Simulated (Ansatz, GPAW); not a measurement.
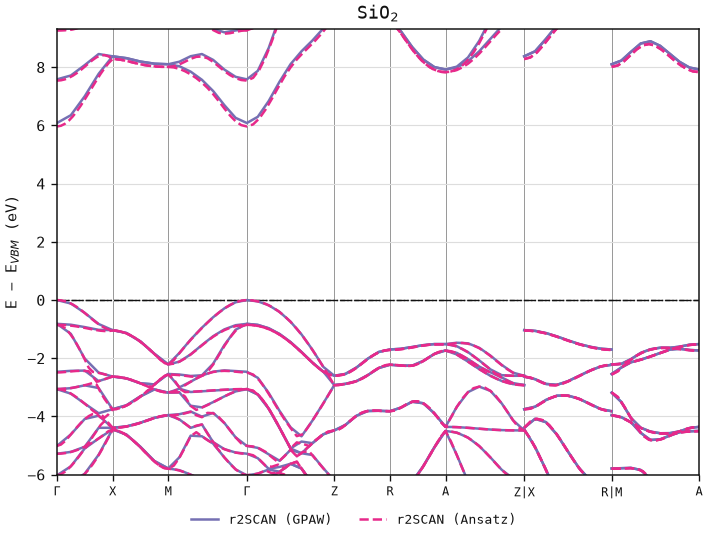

Band structures of rutile-type SiO₂, space group P4_2/mnm (No. 136), 6 atoms in the cell (a = 4.233 Å, c = 2.693 Å (tetragonal axes)), by two programs with one functional on the same cell. Each is counted from its own valence-band top.

### What changes from one program to the other?

r2SCAN (GPAW) gives a gap of 6.08 eV along the path and r2SCAN (Ansatz) gives a gap of 5.96 eV along the path.

Settings. r2SCAN (GPAW): GPAW PAW data sets (gpaw-data 1.2.1), no spin polarisation, no spin-orbit coupling, 5×5×8 k mesh, 800 eV cutoff, Fermi-Dirac smearing of 0.05 eV (GPAW 26.7.0). r2SCAN (Ansatz): Ansatz PAW, no spin polarisation, no spin-orbit coupling, 6×6×10 k mesh, 500 eV cutoff, Fermi-Dirac smearing of 0.05 eV (Ansatz 0.2.0).

The cell is at −10 GPa in r2SCAN (Ansatz) and −6 GPa in r2SCAN (GPAW). The PAW data sets were made with another functional. LDA, GGA and most meta-GGA functionals understate gaps. The usual form of SiO2 is α-quartz.
